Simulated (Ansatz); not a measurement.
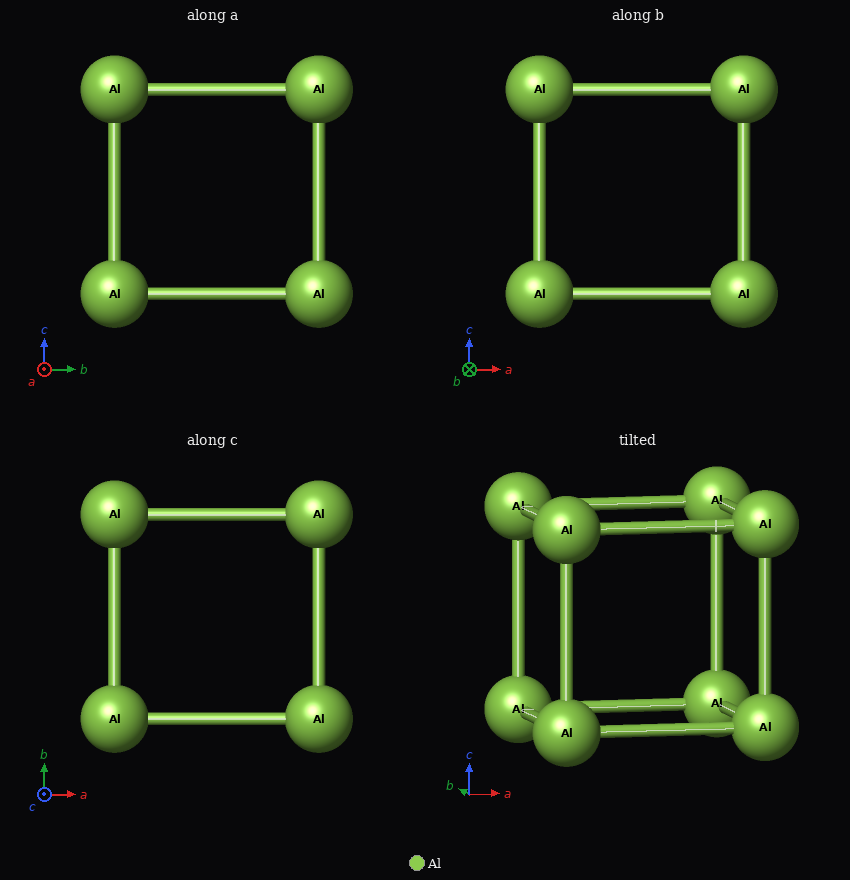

The image is a ball-and-stick drawing of a crystal, viewed along the a axis, along the b axis, along the c axis and slightly off an axis. Thin lines show the conventional unit cell, with boundary atoms drawn in all their periodic places.

Lattice parameters: a = 2.722 Å, b = 2.722 Å, c = 2.722 Å, α = 90.00°, β = 90.00°, γ = 90.00°.

Express the structure as a table of Wyckoff sites.

Space group Pm-3m (No. 221).
```json
{"atom": "Al", "site": "1a", "x": "0.0000", "y": "0.0000", "z": "0.0000"}
```

The structure was taken from a structure type filled with this element by a generator (whether the element takes this form wasn't checked). The picture shows the end point of a geometry optimisation with Ansatz, DFT PBE, scalar-relativistic, plane waves, PAW.
